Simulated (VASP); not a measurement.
Run report: Bi$_{2}$Te$_{3}$, geometry relaxation

System: Bi$_{2}$Te$_{3}$ (5 atoms in the cell).
Method: Kohn-Sham DFT of a periodic cell, PBE, VASP PAW PBE potentials, minimal, no spin polarisation (VASP 6.6.1).

The structure derives from an entry of the Crystallography Open Database.

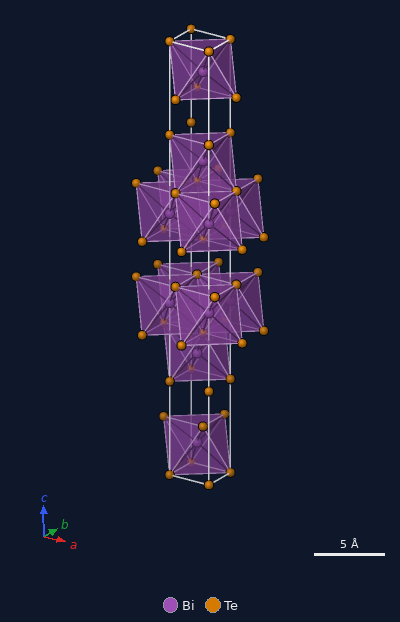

The structure as given in the input (polyhedral view of the cell 3 times as large as that of the calculation, set on its symmetry axes, seen slightly off an axis; polyhedra are completed across the faces of the cell). An atom can appear more than once, as a periodic image.

INCAR
```
SYSTEM = Bi2Te3
ALGO = Fast
EDIFF = 1E-7
EDIFFG = -0.01
ENCUT = 300
GGA = PE
IBRION = 2
ISIF = 4
ISMEAR = 0
LASPH = .TRUE.
LCHARG = .FALSE.
LREAL = .FALSE.
LWAVE = .FALSE.
NELM = 80
NSW = 40
PREC = Accurate
SIGMA = 0.03
```

KPOINTS
```
k-points
0
G
  4 4 4
  0 0 0
```

POSCAR
```
Bi2Te3                                  
1.0
    2.2229574381      1.2834250752     10.6681288831
   -2.2229574381      1.2834250752     10.6681288831
    0.0000000000     -2.5668501506     10.6681288831
  Bi              Te            
     2     3
Direct
     0.3971509336043398    0.3971509336043398    0.3971509336043398
     0.6028490663956600    0.6028490663956600    0.6028490663956600
     0.0000000000000000    0.0000000000000000    0.0000000000000000
     0.2157282134917677    0.2157282134917677    0.2157282134917677
     0.7842717865082324    0.7842717865082324    0.7842717865082324
```

Machine: 1 thread of Intel Xeon (Granite Rapids), 360 GiB of memory available, shared host.

Launch command:
```bash
cat potpaw_PBE.64/Bi/POTCAR potpaw_PBE.64/Te/POTCAR > POTCAR
mpirun -np 1 vasp_std > vasp.out
```

OSZICAR
```
N       E                     dE             d eps       ncg     rms          rms(c)
DAV:   1     0.977686789378E+02    0.97769E+02   -0.71330E+03   468   0.770E+02
DAV:   2    -0.105257379256E+02   -0.10829E+03   -0.10639E+03   650   0.141E+02
DAV:   3    -0.184376871724E+02   -0.79119E+01   -0.78285E+01   546   0.432E+01
DAV:   4    -0.187164377908E+02   -0.27875E+00   -0.27804E+00   750   0.874E+00
DAV:   5    -0.187184971148E+02   -0.20593E-02   -0.20579E-02   604   0.720E-01    0.731E+00
RMM:   6    -0.183806957039E+02    0.33780E+00   -0.78306E-01   474   0.296E+00    0.454E+00
RMM:   7    -0.183919689829E+02   -0.11273E-01   -0.37895E-01   474   0.211E+00    0.158E+00
RMM:   8    -0.183893559788E+02    0.26130E-02   -0.35082E-02   479   0.975E-01    0.324E-01
RMM:   9    -0.183891289130E+02    0.22707E-03   -0.64869E-03   506   0.427E-01    0.128E-01
RMM:  10    -0.183891943640E+02   -0.65451E-04   -0.13800E-03   574   0.186E-01    0.111E-01
RMM:  11    -0.183891918463E+02    0.25177E-05   -0.15472E-04   570   0.593E-02    0.972E-02
RMM:  12    -0.183891265529E+02    0.65293E-04   -0.25052E-04   477   0.722E-02    0.505E-02
RMM:  13    -0.183891329081E+02   -0.63552E-05   -0.62751E-05   578   0.357E-02    0.315E-02
RMM:  14    -0.183891339527E+02   -0.10447E-05   -0.82191E-06   585   0.134E-02    0.347E-02
RMM:  15    -0.183891340220E+02   -0.69240E-07   -0.90346E-07   430   0.423E-03
   1 F= -.18389134E+02 E0= -.18389134E+02  d E =-.183891E+02
```

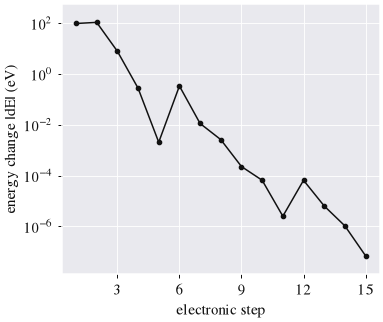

Convergence of the self-consistent field: energy change |dE| against the electronic step. It takes 15 electronic steps. The density is held fixed in the first few steps, and dE rises again when its update begins.

Parts of OUTCAR
```
SYSTEM = Bi2Te3
   EDIFF = 1E-7
   EDIFFG = -0.01
   ENCUT = 300
   GGA = PE
   IBRION = 2
   ISIF = 4
   ISMEAR = 0
   LASPH = .TRUE.
   LREAL = .FALSE.
   NELM = 80
   NSW = 40
   PREC = Accurate

 ion  position               nearest neighbor table
   1  0.397  0.397  0.397-   5 3.09   5 3.09   5 3.09   3 3.28   3 3.28   3 3.28
   2  0.603  0.603  0.603-   4 3.09   4 3.09   4 3.09   3 3.28   3 3.28   3 3.28
   3  0.000  0.000  0.000-   2 3.28   1 3.28   2 3.28   2 3.28   1 3.28   1 3.28
   4  0.216  0.216  0.216-   2 3.09   2 3.09   2 3.09
   5  0.784  0.784  0.784-   1 3.09   1 3.09   1 3.09

  LATTYP: Found a trigonal (rhomboedric) cell.
 ALAT       =    10.9725882800
 COS(alpha) =     0.9179130492

  Lattice vectors:

 A1 = (   2.2229574381,   1.2834250752,  10.6681288831)
 A2 = (  -2.2229574381,   1.2834250752,  10.6681288831)
 A3 = (   0.0000000000,  -2.5668501506,  10.6681288831)

Analysis of symmetry for initial positions (statically):
=====================================================================
 Subroutine PRICEL returns:
 Original cell was already a primitive cell.

 Routine SETGRP: Setting up the symmetry group for a
 trigonal (rhombohedral) supercell.

 Subroutine GETGRP returns: Found 12 space group operations
 (whereof 12 operations were pure point group operations)
 out of a pool of 12 trial point group operations.

The static configuration has the point symmetry D_3d.

Analysis of symmetry for dynamics (positions and initial velocities):
=====================================================================
 Subroutine PRICEL returns:
 Original cell was already a primitive cell.

 Routine SETGRP: Setting up the symmetry group for a
 trigonal (rhombohedral) supercell.

 Subroutine GETGRP returns: Found 12 space group operations
 (whereof 12 operations were pure point group operations)
 out of a pool of 12 trial point group operations.

The dynamic configuration has the point symmetry D_3d.

 Subroutine INISYM returns: Found 12 space group operations
 (whereof 12 operations are pure point group operations),
 and found     1 'primitive' translations

----------------------------------------------------------------------------------------

                                     Primitive cell

  volume of cell :     182.6170

  direct lattice vectors                    reciprocal lattice vectors
     2.222957438  1.283425075 10.668128883     0.224925584  0.129860846  0.031245717
    -2.222957438  1.283425075 10.668128883    -0.224925584  0.129860846  0.031245717
     0.000000000 -2.566850151 10.668128883     0.000000000 -0.259721693  0.031245717

  length of vectors
    10.972588280 10.972588280 10.972588280     0.261594443  0.261594443  0.261594443

  position of ions in fractional coordinates (direct lattice)
     0.397150934  0.397150934  0.397150934
     0.602849066  0.602849066  0.602849066
     0.000000000  0.000000000  0.000000000
     0.215728213  0.215728213  0.215728213
     0.784271787  0.784271787  0.784271787

  ion indices of the primitive-cell ions
   primitive index   ion index
                 1           1
                 2           2
                 3           3
                 4           4
                 5           5

----------------------------------------------------------------------------------------

 KPOINTS: k-points

Automatic generation of k-mesh.
 Grid dimensions read from file:
 generate k-points for:    4    4    4

 Generating k-lattice:

  Cartesian coordinates                     Fractional coordinates (reciprocal lattice)
     0.056231396  0.032465212  0.007811429     0.250000000  0.000000000  0.000000000
    -0.056231396  0.032465212  0.007811429     0.000000000  0.250000000  0.000000000
     0.000000000 -0.064930423  0.007811429     0.000000000  0.000000000  0.250000000

  Length of vectors
     0.065398611  0.065398611  0.065398611

  Shift w.r.t. Gamma in fractional coordinates (k-lattice)
     0.000000000  0.000000000  0.000000000

 Subroutine IBZKPT returns following result:
 ===========================================

 Found     13 irreducible k-points:

 Following reciprocal coordinates:
            Coordinates               Weight
  0.000000  0.000000  0.000000      1.000000
  0.250000  0.000000  0.000000      6.000000
  0.500000  0.000000  0.000000      3.000000
  0.250000  0.250000  0.000000      6.000000
  0.500000  0.250000  0.000000     12.000000
 -0.250000  0.250000  0.000000      6.000000
  0.500000  0.500000  0.000000      3.000000
  0.250000  0.250000  0.250000      2.000000
  0.500000  0.250000  0.250000      6.000000
 -0.250000  0.250000  0.250000      6.000000
  0.500000  0.500000  0.250000      6.000000
 -0.250000  0.500000  0.250000      6.000000
  0.500000  0.500000  0.500000      1.000000
   k-points           NKPTS =     13   k-points in BZ     NKDIM =     13   number of bands    NBANDS=     18
   number of dos      NEDOS =    301   number of ions     NIONS =      5
   total plane-waves  NPLWV = 262144
   dimension x,y,z NGX =    64 NGY =   64 NGZ =   64
   dimension x,y,z NGXF=   128 NGYF=  128 NGZF=  128
   ions per type =               2   3
   NGX,Y,Z   is equivalent  to a cutoff of   9.70,  9.70,  9.70 a.u.
   NGXF,Y,Z  is equivalent  to a cutoff of  19.39, 19.39, 19.39 a.u.
 SYSTEM =  Bi2Te3
   PREC   = accura    normal or accurate (medium, high low for compatibility)
   ISTART =      0    job   : 0-new  1-cont  2-samecut
   ICHARG =      2    charge: 1-file 2-atom 10-const
   ISPIN  =      1    spin polarized calculation?
   LNONCOLLINEAR =      F non collinear calculations
   LSORBIT =      F    spin-orbit coupling
   LASPH  =      T    aspherical Exc in radial PAW
   ENCUT  =  300.0 eV  22.05 Ry    4.70 a.u.  15.50 15.50 15.50*2*pi/ulx,y,z
   NELM   =     80;   NELMIN=  2; NELMDL= -5     # of ELM steps
   EDIFF  = 0.1E-06   stopping-criterion for ELM
   LREAL  =      F    real-space projection
   EDIFFG = -.1E-01   stopping-criterion for IOM
   NSW    =     40    number of steps for IOM
   IBRION =      2    ionic relax: 0-MD 1-quasi-New 2-CG
   NFREE  =      1    steps in history (QN), initial steepest desc. (CG)
   ISIF   =      4    stress and relaxation
   ISYM   =      2    0-nonsym 1-usesym 2-fastsym
   POTIM  = 0.5000    time-step for ionic-motion
   TEBEG  =    0.0;   TEEND  =   0.0 temperature during run
   PSTRESS=    0.0 pullay stress
   NELECT =      28.0000    total number of electrons
   NUPDOWN=      -1.0000    fix difference up-down
   EMIN   =  10.00;   EMAX   =-10.00  energy-range for DOS
   EFERMI =   0.00;   METHOD = LEGACY
   ISMEAR =     0;   SIGMA  =   0.03  broadening in eV -4-tet -1-fermi 0-gaus
   EFERMI_NEDOS =   21; number of points for ismear=-14 and -15
   IALGO  =     68    algorithm
   IMIX   =      4    mixing-type and parameters
     AMIX     =   0.40;   BMIX     =  1.00
     AMIX_MAG =   1.60;   BMIX_MAG =  1.00
  volume/ion in A,a.u.               =      36.52       246.47
  Fermi-wavevector in a.u.,A,eV,Ry     =   0.876221  1.655818 10.446059  0.767764
  Thomas-Fermi vector in A             =   1.996001
   LORBIT       =      0    0 simple, 1 ext, 2 COOP (PROOUT), +10 PAW based schemes
   GGA     = PE    functional components
   LHFCALC =     F    Hartree Fock is set to
   AEXX    =    0.0000 exact exchange contribution
   IVDW    =     0    specifies the selected vdW correction
   LEPSILON=     F    determine dielectric tensor
   LRPA    =     F    only Hartree local field effects (RPA)
 conjugate gradient relaxation of ions
 non-spin polarized calculation
 RMM-DIIS sequential band-by-band and
 Gauss-broadening in eV      SIGMA  =   0.03
  energy-cutoff  :      300.00
  volume of cell :      182.62
 maximum number of plane-waves:      2168
 NGX is ok and might be reduce to    64
   NGX = 31   NGY = 31   NGZ = 31

 number of electron      27.9999995 magnetization

 Free energy of the ion-electron system (eV)
  ---------------------------------------------------
  ext. energy  EPLUGINS =         0.00000000
  ---------------------------------------------------
  free energy    TOTEN  =       -18.38913402 eV

  energy without entropy =      -18.38913402  energy(sigma->0) =      -18.38913402

 E-fermi :   4.7725     XC(G=0):  -8.8838     alpha+bet : -9.7579

 val. band max:        4.6434221881   @ k =   0.0000   0.0000   0.0000
 cond. band min:       5.1628548237   @ k =   0.0000   0.0000   0.0000
 fundamental gap:      0.5194326355
 Fermi energy:         4.7725201627

 k-point     1 :       0.0000    0.0000    0.0000
  band No.  band energies     occupation
      1      -8.1514      2.00000
      2      -7.5887      2.00000
      3      -6.1127      2.00000
      4      -4.0789      2.00000
      5      -3.3662      2.00000
      6       2.8479      2.00000
      7       2.9102      2.00000
      8       3.2171      2.00000
      9       3.2171      2.00000
     10       3.3670      2.00000
     11       3.3670      2.00000
     12       4.0404      2.00000
     13       4.0404      2.00000
     14       4.6434      2.00000
     15       5.1629      0.00000
     16       5.7384      0.00000
     17       5.7384      0.00000
     18       6.7061      0.00000

 k-point     2 :       0.2500    0.0000    0.0000
  band No.  band energies     occupation
      1      -7.6436      2.00000
      2      -7.1518      2.00000
      3      -5.8412      2.00000
      4      -4.5001      2.00000
      5      -3.9733      2.00000
      6       1.1252      2.00000
      7       1.6815      2.00000
      8       1.9972      2.00000
      9       2.2995      2.00000
     10       2.8147      2.00000
     11       3.1224      2.00000
     12       3.8950      2.00000
     13       4.0045      2.00000
     14       4.2579      2.00000
     15       5.8442      0.00000
     16       6.4185      0.00000
     17       6.4327      0.00000
     18       7.3185      0.00000

 k-point     3 :       0.5000    0.0000    0.0000
  band No.  band energies     occupation
      1      -6.5192      2.00000
      2      -6.4831      2.00000
      3      -5.9231      2.00000
      4      -5.2261      2.00000
      5      -4.8757      2.00000
      6       0.0117      2.00000
      7       1.6137      2.00000
      8       1.6530      2.00000
      9       1.8254      2.00000
     10       2.1654      2.00000
     11       2.2822      2.00000
     12       2.9779      2.00000
     13       3.9490      2.00000
     14       4.1780      2.00000
     15       5.5691      0.00000
     16       6.2894      0.00000
     17       7.3592      0.00000
     18       7.6811      0.00000

 k-point     4 :       0.2500    0.2500    0.0000
  band No.  band energies     occupation
      1      -7.6382      2.00000
      2      -7.1622      2.00000
      3      -5.8376      2.00000
      4      -4.4556      2.00000
      5      -4.0226      2.00000
      6       0.9620      2.00000
      7       1.9339      2.00000
      8       2.1765      2.00000
      9       2.2511      2.00000
     10       2.9416      2.00000
     11       3.1889      2.00000
     12       3.5025      2.00000
     13       3.8762      2.00000
     14       3.9570      2.00000
     15       6.2045      0.00000
     16       6.5604      0.00000
     17       6.7583      0.00000
     18       7.3066      0.00000

 k-point     5 :       0.5000    0.2500    0.0000
  band No.  band energies     occupation
      1      -6.7170      2.00000
      2      -6.4365      2.00000
      3      -5.5856      2.00000
      4      -5.2163      2.00000
      5      -5.0413      2.00000
      6       0.5924      2.00000
      7       0.6932      2.00000
      8       1.4758      2.00000
      9       1.6210      2.00000
     10       1.8760      2.00000
     11       2.5709      2.00000
     12       3.4561      2.00000
     13       3.8438      2.00000
     14       4.0925      2.00000
     15       6.3279      0.00000
     16       6.5018      0.00000
     17       6.9721      0.00000
     18       8.0241      0.00000

 [... the levels of 7 k-points are left out ...]

 k-point    13 :       0.5000    0.5000    0.5000
  band No.  band energies     occupation
      1      -8.0945      2.00000
      2      -7.7081      2.00000
      3      -5.9064      2.00000
      4      -4.4887      2.00000
      5      -3.0621      2.00000
      6       2.4264      2.00000
      7       3.1718      2.00000
      8       3.1718      2.00000
      9       3.3756      2.00000
     10       3.4810      2.00000
     11       3.4810      2.00000
     12       3.9201      2.00000
     13       3.9201      2.00000
     14       4.3893      2.00000
     15       5.4361      0.00000
     16       5.9649      0.00000
     17       5.9657      0.00000
     18       6.5833      0.00000

------------------------ aborting loop because EDIFF is reached ----------------------------------------

  FORCE on cell =-STRESS in cart. coord.  units (eV):
  Direction    XX          YY          ZZ          XY          YZ          ZX
  --------------------------------------------------------------------------------------
  -------------------------------------------------------------------------------------
  Total       -0.0103362     -0.0103362     -0.0087853      0.0000000      0.0000000      0.0000000
  in kB       -0.0906835     -0.0906835     -0.0770769      0.0000000      0.0000000      0.0000000
  external PRESSURE =      -0.0861480 kB  Pullay stress =       0.0000000 kB

 VOLUME and BASIS-vectors are now :
 -----------------------------------------------------------------------------
  energy-cutoff  :      300.00
  volume of cell :      182.62
      direct lattice vectors                 reciprocal lattice vectors
     2.222957438  1.283425075 10.668128883     0.224925584  0.129860846  0.031245717
    -2.222957438  1.283425075 10.668128883    -0.224925584  0.129860846  0.031245717
     0.000000000 -2.566850151 10.668128883     0.000000000 -0.259721693  0.031245717

 POSITION                                       TOTAL-FORCE (eV/Angst)
 -----------------------------------------------------------------------------------
      0.00000     -0.00000     12.71057         0.000000      0.000000     -0.002776
      0.00000     -0.00000     19.29381         0.000000     -0.000000      0.002776
      0.00000      0.00000      0.00000         0.000000     -0.000000     -0.000000
      0.00000     -0.00000      6.90425         0.000000     -0.000000      0.003668
      0.00000     -0.00000     25.10014         0.000000      0.000000     -0.003668
 -----------------------------------------------------------------------------------
    total drift:                               -0.000000     -0.000000      0.000000

  FREE ENERGIE OF THE ION-ELECTRON SYSTEM (eV)
  ---------------------------------------------------
  free  energy   TOTEN  =       -18.3891340220 eV

  energy  without entropy=      -18.3891340220  energy(sigma->0) =      -18.38913402

 reached required accuracy - stopping structural energy minimisation
```

CONTCAR
```
Bi2Te3
   1.00000000000000
     2.2229574380999999    1.2834250752000000   10.6681288830999996
    -2.2229574380999999    1.2834250752000000   10.6681288830999996
     0.0000000000000000   -2.5668501506000001   10.6681288830999996
  Bi              Te
     2     3
Direct
     0.3971509336043368    0.3971509336043368    0.3971509336043368
     0.6028490663956632    0.6028490663956632    0.6028490663956632
     0.0000000000000000    0.0000000000000000    0.0000000000000000
     0.2157282134917651    0.2157282134917651    0.2157282134917651
     0.7842717865082349    0.7842717865082349    0.7842717865082349

  0.00000000E+00  0.00000000E+00  0.00000000E+00
  0.00000000E+00  0.00000000E+00  0.00000000E+00
  0.00000000E+00  0.00000000E+00  0.00000000E+00
  0.00000000E+00  0.00000000E+00  0.00000000E+00
  0.00000000E+00  0.00000000E+00  0.00000000E+00
```

Key numbers

- outcome: converged
- space group (tolerance 0.01 Å): R-3m (166)
- electrons treated: 28
- free energy: −18.3891 eV
- gap on the k-point mesh: 0.52 eV
- pressure: −0.01 GPa
- final volume: 182.62 Å³
- largest force (length of the vector): 0.004 eV/Å
- wall time: 76 s
- peak memory: 0.48 GiB

Remarks

Spin–orbit coupling is left out, which matters for Bi.
